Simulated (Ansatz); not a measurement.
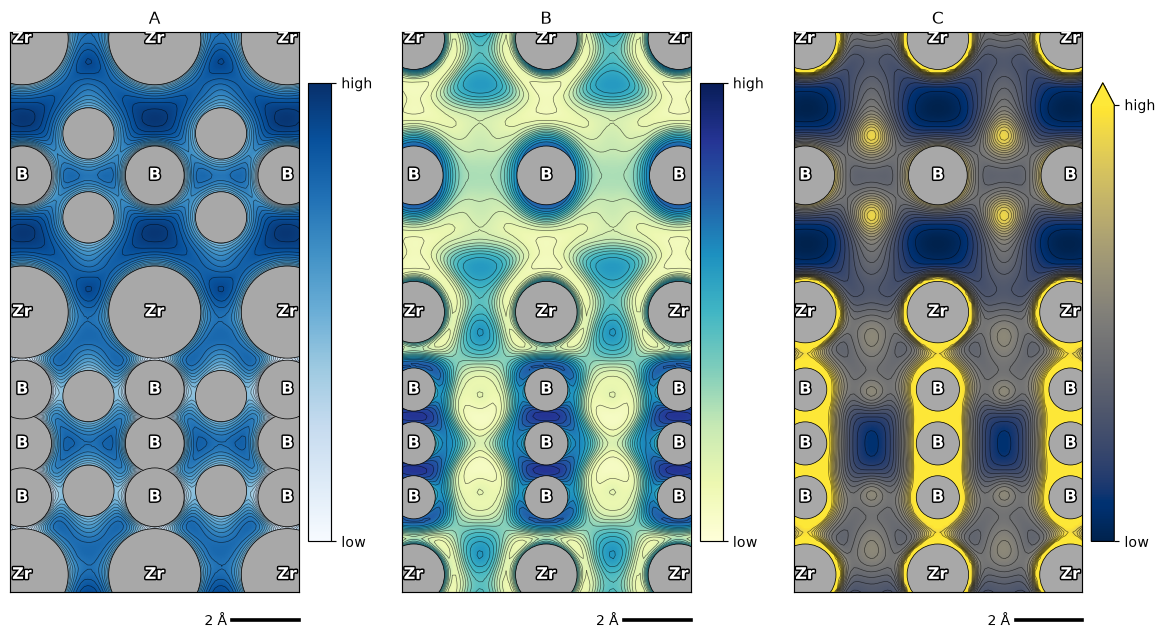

ZrB$_{2}$: 3 fields on the (010) plane of the conventional cell, with unlabelled colour scales. Grey discs cover the atomic cores.

Space group R-3m; a structure generated by program, which may or may not match a known phase.

Computed with Ansatz, DFT PBE, scalar-relativistic, plane waves, PAW.

### Which field does each panel show? The fields are: electron localisation function, electrostatic potential energy of an electron and valence pseudo-density.

Panel A: electrostatic potential energy of an electron (low next to the atoms, rising into the space between them). Panel B: electron localisation function. Panel C: valence pseudo-density.
